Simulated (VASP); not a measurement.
Geometry relaxation, with input and output: SnS2 (part 3 of 3)

The same run, continued: SnS2 (3 atoms in the cell); Kohn-Sham DFT of a periodic cell, PBE, VASP PAW PBE potentials, minimal, no spin polarisation (VASP 6.6.1); cutoff 300 eV, 5×5×3 k-mesh, Gaussian smearing of 0.03 eV. The structure derives from an entry of the Crystallography Open Database.

Geometry of the input (Å; fractional positions):
```
3.6390  0.0000  0.0000
-1.8195  3.1515  0.0000
0.0000  0.0000  5.8680
Sn 0.0000  0.0000  0.0000
S  0.3333  0.6667  0.2500
S  0.6667  0.3333  0.7500
```

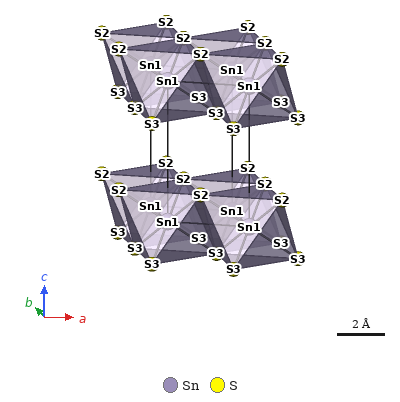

The geometry at step 6 of the log (polyhedral view of the cell of the calculation, seen slightly off an axis; polyhedra are completed across the faces of the cell; atoms are numbered from 1 in the order of the input).

## Parts of OUTCAR, continued
```
 POSITION                                       TOTAL-FORCE (eV/Angst)
 -----------------------------------------------------------------------------------
     -0.00000      0.00000      0.00000         0.000000      0.000000      0.000000
     -0.00000      2.13230      1.49189        -0.000000     -0.000000     -0.239725
      1.84663      1.06615      4.45306         0.000000      0.000000      0.239725
 -----------------------------------------------------------------------------------
    total drift:                                0.000000     -0.000000      0.000000

  FREE ENERGIE OF THE ION-ELECTRON SYSTEM (eV)
  ---------------------------------------------------
  free  energy   TOTEN  =       -13.1827731022 eV

  energy  without entropy=      -13.1827731022  energy(sigma->0) =      -13.18277310

[... ionic steps 4 to 10 ...]

--------------------------------------- Ionic step       11  -------------------------------------------

 number of electron      15.9999994 magnetization

------------------------ aborting loop because EDIFF is reached ----------------------------------------

  FORCE on cell =-STRESS in cart. coord.  units (eV):
  Direction    XX          YY          ZZ          XY          YZ          ZX
  --------------------------------------------------------------------------------------
  -------------------------------------------------------------------------------------
  Total        0.0650800      0.0650800     -0.1336895      0.0000000      0.0000000      0.0000000
  in kB        1.4017687      1.4017687     -2.8795581      0.0000000      0.0000000      0.0000000
  external PRESSURE =      -0.0253402 kB  Pullay stress =       0.0000000 kB

 VOLUME and BASIS-vectors are now :
 -----------------------------------------------------------------------------
  energy-cutoff  :      300.00
  volume of cell :       74.38
      direct lattice vectors                 reciprocal lattice vectors
     3.693320602  0.000000000 -0.000000000     0.270759056  0.156322814  0.000000000
    -1.846660301  3.198509466  0.000000000    -0.000000000  0.312645628 -0.000000000
    -0.000000000 -0.000000000  6.296761684     0.000000000 -0.000000000  0.158811791

 POSITION                                       TOTAL-FORCE (eV/Angst)
 -----------------------------------------------------------------------------------
      0.00000      0.00000      0.00000        -0.000000     -0.000000      0.000000
     -0.00000      2.13234      1.48073         0.000000      0.000000     -0.056392
      1.84666      1.06617      4.81603        -0.000000     -0.000000      0.056392
 -----------------------------------------------------------------------------------
    total drift:                                0.000000     -0.000000     -0.000000

  FREE ENERGIE OF THE ION-ELECTRON SYSTEM (eV)
  ---------------------------------------------------
  free  energy   TOTEN  =       -13.2054087679 eV

  energy  without entropy=      -13.2054087679  energy(sigma->0) =      -13.20540877

--------------------------------------- Ionic step       12  -------------------------------------------

 number of electron      15.9999994 magnetization

------------------------ aborting loop because EDIFF is reached ----------------------------------------

  FORCE on cell =-STRESS in cart. coord.  units (eV):
  Direction    XX          YY          ZZ          XY          YZ          ZX
  --------------------------------------------------------------------------------------
  -------------------------------------------------------------------------------------
  Total        0.0229676      0.0229676     -0.0666772     -0.0000000      0.0000000     -0.0000000
  in kB        0.4938834      0.4938834     -1.4337906     -0.0000000      0.0000000     -0.0000000
  external PRESSURE =      -0.1486746 kB  Pullay stress =       0.0000000 kB

 VOLUME and BASIS-vectors are now :
 -----------------------------------------------------------------------------
  energy-cutoff  :      300.00
  volume of cell :       74.51
      direct lattice vectors                 reciprocal lattice vectors
     3.697335440  0.000000000 -0.000000000     0.270465046  0.156153067  0.000000000
    -1.848667720  3.201986418  0.000000000    -0.000000000  0.312306134 -0.000000000
    -0.000000000  0.000000000  6.293523205     0.000000000 -0.000000000  0.158893511

 POSITION                                       TOTAL-FORCE (eV/Angst)
 -----------------------------------------------------------------------------------
      0.00000      0.00000      0.00000         0.000000     -0.000000     -0.000000
     -0.00000      2.13466      1.47704         0.000000     -0.000000     -0.032009
      1.84867      1.06733      4.81648        -0.000000      0.000000      0.032009
 -----------------------------------------------------------------------------------
    total drift:                                0.000000     -0.000000     -0.000000

  FREE ENERGIE OF THE ION-ELECTRON SYSTEM (eV)
  ---------------------------------------------------
  free  energy   TOTEN  =       -13.2058138064 eV

  energy  without entropy=      -13.2058138064  energy(sigma->0) =      -13.20581381

--------------------------------------- Ionic step       13  -------------------------------------------

 number of electron      15.9999995 magnetization

 Free energy of the ion-electron system (eV)
  ---------------------------------------------------
  ext. energy  EPLUGINS =         0.00000000
  ---------------------------------------------------
  free energy    TOTEN  =       -13.20595334 eV

  energy without entropy =      -13.20595334  energy(sigma->0) =      -13.20595334

 E-fermi :   2.6657     XC(G=0):  -9.0319     alpha+bet : -9.3488

 val. band max:        2.5243020845   @ k =   0.2000   0.0000   0.0000
 cond. band min:       4.1719105283   @ k =   0.0000   0.4000   0.3333
 fundamental gap:      1.6476084438
 Fermi energy:         2.6657421859

 k-point     1 :       0.0000    0.0000    0.0000
  band No.  band energies     occupation
      1     -10.8026      2.00000
      2      -8.9624      2.00000
      3      -2.6090      2.00000
      4       2.0412      2.00000
      5       2.0412      2.00000
      6       2.3575      2.00000
      7       2.3575      2.00000
      8       2.4513      2.00000
      9       4.4829      0.00000
     10       6.2903      0.00000
     11       7.9802      0.00000
     12       7.9802      0.00000

 k-point     2 :       0.2000    0.0000    0.0000
  band No.  band energies     occupation
      1     -10.3855      2.00000
      2      -8.7261      2.00000
      3      -2.7027      2.00000
      4      -0.0419      2.00000
      5       1.0953      2.00000
      6       1.1793      2.00000
      7       2.4355      2.00000
      8       2.5243      2.00000
      9       5.3322      0.00000
     10       7.1433      0.00000
     11       8.4212      0.00000
     12       8.6437      0.00000

 k-point     3 :       0.4000    0.0000    0.0000
  band No.  band energies     occupation
      1      -9.3570      2.00000
      2      -8.4546      2.00000
      3      -3.7909      2.00000
      4      -1.3610      2.00000
      5       0.2525      2.00000
      6       0.3899      2.00000
      7       2.0856      2.00000
      8       2.3754      2.00000
      9       4.3837      0.00000
     10       7.2631      0.00000
     11       8.9553      0.00000
     12       8.9776      0.00000

 k-point     4 :       0.2000    0.2000    0.0000
  band No.  band energies     occupation
      1      -9.6442      2.00000
      2      -8.4435      2.00000
      3      -3.4016      2.00000
      4      -0.8405      2.00000
      5      -0.4367      2.00000
      6       1.0144      2.00000
      7       1.3950      2.00000
      8       2.4079      2.00000
      9       5.2209      0.00000
     10       8.5341      0.00000
     11       8.7002      0.00000
     12       9.2047      0.00000

 k-point     5 :       0.4000    0.2000    0.0000
  band No.  band energies     occupation
      1      -8.8229      2.00000
      2      -8.4775      2.00000
      3      -4.2015      2.00000
      4      -1.2221      2.00000
      5      -0.5441      2.00000
      6       0.1157      2.00000
      7       1.5600      2.00000
      8       1.8715      2.00000
      9       4.8544      0.00000
     10       8.7566      0.00000
     11       9.0043      0.00000
     12       9.6621      0.00000

 [... the levels of 6 k-points are left out ...]

 k-point    12 :       0.4000    0.2000    0.3333
  band No.  band energies     occupation
      1      -8.7981      2.00000
      2      -8.4939      2.00000
      3      -4.2044      2.00000
      4      -1.4005      2.00000
      5      -0.6947      2.00000
      6       0.0988      2.00000
      7       1.8809      2.00000
      8       2.2253      2.00000
      9       5.0450      0.00000
     10       8.2799      0.00000
     11       8.6540      0.00000
     12       9.3372      0.00000

------------------------ aborting loop because EDIFF is reached ----------------------------------------

  FORCE on cell =-STRESS in cart. coord.  units (eV):
  Direction    XX          YY          ZZ          XY          YZ          ZX
  --------------------------------------------------------------------------------------
  -------------------------------------------------------------------------------------
  Total       -0.0192225     -0.0192225      0.0005353     -0.0000000      0.0000000     -0.0000000
  in kB       -0.4126582     -0.4126582      0.0114907     -0.0000000      0.0000000     -0.0000000
  external PRESSURE =      -0.2712752 kB  Pullay stress =       0.0000000 kB

 VOLUME and BASIS-vectors are now :
 -----------------------------------------------------------------------------
  energy-cutoff  :      300.00
  volume of cell :       74.63
      direct lattice vectors                 reciprocal lattice vectors
     3.701393834  0.000000000 -0.000000000     0.270168495  0.155981853  0.000000000
    -1.850696917  3.205501090  0.000000000    -0.000000000  0.311963706 -0.000000000
    -0.000000000  0.000000000  6.290249593     0.000000000 -0.000000000  0.158976204

 POSITION                                       TOTAL-FORCE (eV/Angst)
 -----------------------------------------------------------------------------------
      0.00000      0.00000      0.00000        -0.000000      0.000000      0.000000
     -0.00000      2.13700      1.47331         0.000000     -0.000000     -0.007681
      1.85070      1.06850      4.81694        -0.000000      0.000000      0.007681
 -----------------------------------------------------------------------------------
    total drift:                               -0.000000      0.000000      0.000000

  FREE ENERGIE OF THE ION-ELECTRON SYSTEM (eV)
  ---------------------------------------------------
  free  energy   TOTEN  =       -13.2059533372 eV

  energy  without entropy=      -13.2059533372  energy(sigma->0) =      -13.20595334

 reached required accuracy - stopping structural energy minimisation
```

## CONTCAR
```
SnS2
   1.00000000000000
     3.7013938337966783    0.0000000000000000   -0.0000000000000001
    -1.8506969168983392    3.2055010895088589    0.0000000000000001
    -0.0000000000000001    0.0000000000000000    6.2902495933940488
  Sn              S
     1     2
Direct
     0.0000000000000000    0.0000000000000000    0.0000000000000000
     0.3333333332999970    0.6666666667000030    0.2342216606891012
     0.6666666667000030    0.3333333332999970    0.7657783393108989

  0.00000000E+00  0.00000000E+00  0.00000000E+00
  0.00000000E+00  0.00000000E+00  0.00000000E+00
  0.00000000E+00  0.00000000E+00  0.00000000E+00
```

## Trajectory as extended XYZ (Å, eV, eV/Å), 13 frames, from step=0 to step=12
```
3
Lattice="3.6390 0.0000 0.0000 -1.8195 3.1515 0.0000 0.0000 0.0000 5.8680" Properties=species:S:1:pos:R:3:forces:R:3 step=0 energy=-13.14615
Sn    0.0000    0.0000    0.0000    0.0000   0.0000   0.0000
S     0.0000    2.1010    1.4670    0.0000   0.0000   0.2166
S     1.8195    1.0505    4.4010    0.0000   0.0000  -0.2166
3
Lattice="3.7429 0.0000 0.0000 -1.8715 3.2415 0.0000 0.0000 0.0000 6.0154" Properties=species:S:1:pos:R:3:forces:R:3 step=1 energy=-13.15488
Sn    3.7429    0.0000    0.0000    0.0000   0.0000   0.0000
S     0.0000    2.1610    1.5146    0.0000   0.0000  -0.5924
S     1.8715    1.0805    4.5008    0.0000   0.0000   0.5924
3
Lattice="3.6933 0.0000 0.0000 -1.8466 3.1985 0.0000 0.0000 0.0000 5.9449" Properties=species:S:1:pos:R:3:forces:R:3 step=2 energy=-13.18277
Sn    0.0000    0.0000    0.0000    0.0000   0.0000   0.0000
S     0.0000    2.1323    1.4919    0.0000   0.0000  -0.2397
S     1.8466    1.0662    4.4531    0.0000   0.0000   0.2397
3
Lattice="3.7021 0.0000 -0.0000 -1.8511 3.2061 0.0000 -0.0000 0.0000 5.9491" Properties=species:S:1:pos:R:3:forces:R:3 step=3 energy=-13.18717
Sn    3.7021    0.0000    0.0000    0.0000   0.0000   0.0000
S     0.0000    2.1374    1.4829    0.0000   0.0000  -0.1705
S     1.8511    1.0687    4.4662    0.0000   0.0000   0.1705
3
Lattice="3.7177 0.0000 -0.0000 -1.8589 3.2197 0.0000 -0.0000 0.0000 5.9564" Properties=species:S:1:pos:R:3:forces:R:3 step=4 energy=-13.19077
Sn    0.0000    0.0000    0.0000    0.0000   0.0000   0.0000
S     0.0000    2.1464    1.4669    0.0000   0.0000  -0.0533
S     1.8589    1.0732    4.4894    0.0000   0.0000   0.0533
3
Lattice="3.7122 0.0000 -0.0000 -1.8561 3.2148 0.0000 -0.0000 -0.0000 6.0049" Properties=species:S:1:pos:R:3:forces:R:3 step=5 energy=-13.19504
Sn    0.0000    0.0000    0.0000    0.0000   0.0000   0.0000
S     0.0000    2.1432    1.4690    0.0000   0.0000  -0.0435
S     1.8561    1.0716    4.5359    0.0000   0.0000   0.0435
3
Lattice="3.6954 0.0000 -0.0000 -1.8477 3.2003 0.0000 -0.0000 -0.0000 6.1504" Properties=species:S:1:pos:R:3:forces:R:3 step=6 energy=-13.20283
Sn    0.0000    0.0000    0.0000    0.0000   0.0000   0.0000
S     0.0000    2.1335    1.4743    0.0000   0.0000  -0.0151
S     1.8477    1.0668    4.6761    0.0000   0.0000   0.0151
3
Lattice="3.6619 0.0000 -0.0000 -1.8309 3.1713 0.0000 -0.0000 -0.0000 6.4414" Properties=species:S:1:pos:R:3:forces:R:3 step=7 energy=-13.19763
Sn    0.0000    0.0000    0.0000    0.0000   0.0000   0.0000
S     0.0000    2.1142    1.4822    0.0000   0.0000   0.0579
S     1.8309    1.0571    4.9592    0.0000   0.0000  -0.0579
3
Lattice="3.6845 0.0000 -0.0000 -1.8422 3.1909 0.0000 -0.0000 -0.0000 6.2451" Properties=species:S:1:pos:R:3:forces:R:3 step=8 energy=-13.20400
Sn    0.0000    0.0000    0.0000    0.0000   0.0000   0.0000
S     0.0000    2.1272    1.4756    0.0000   0.0000   0.0251
S     1.8422    1.0636    4.7694    0.0000   0.0000  -0.0251
3
Lattice="3.6953 0.0000 -0.0000 -1.8477 3.2002 0.0000 -0.0000 -0.0000 6.3084" Properties=species:S:1:pos:R:3:forces:R:3 step=9 energy=-13.20534
Sn    0.0000    0.0000    0.0000    0.0000   0.0000   0.0000
S     0.0000    2.1335    1.4819    0.0000   0.0000  -0.0756
S     1.8477    1.0667    4.8265    0.0000   0.0000   0.0756
3
Lattice="3.6933 0.0000 -0.0000 -1.8467 3.1985 0.0000 -0.0000 -0.0000 6.2968" Properties=species:S:1:pos:R:3:forces:R:3 step=10 energy=-13.20541
Sn    0.0000    0.0000    0.0000    0.0000   0.0000   0.0000
S     0.0000    2.1323    1.4807    0.0000   0.0000  -0.0564
S     1.8467    1.0662    4.8160    0.0000   0.0000   0.0564
3
Lattice="3.6973 0.0000 -0.0000 -1.8487 3.2020 0.0000 -0.0000 0.0000 6.2935" Properties=species:S:1:pos:R:3:forces:R:3 step=11 energy=-13.20581
Sn    0.0000    0.0000    0.0000    0.0000   0.0000   0.0000
S     0.0000    2.1347    1.4770    0.0000   0.0000  -0.0320
S     1.8487    1.0673    4.8165    0.0000   0.0000   0.0320
3
Lattice="3.7014 0.0000 -0.0000 -1.8507 3.2055 0.0000 -0.0000 0.0000 6.2902" Properties=species:S:1:pos:R:3:forces:R:3 step=12 energy=-13.20595
Sn    0.0000    0.0000    0.0000    0.0000   0.0000   0.0000
S     0.0000    2.1370    1.4733    0.0000   0.0000  -0.0077
S     1.8507    1.0685    4.8169    0.0000   0.0000   0.0077
```
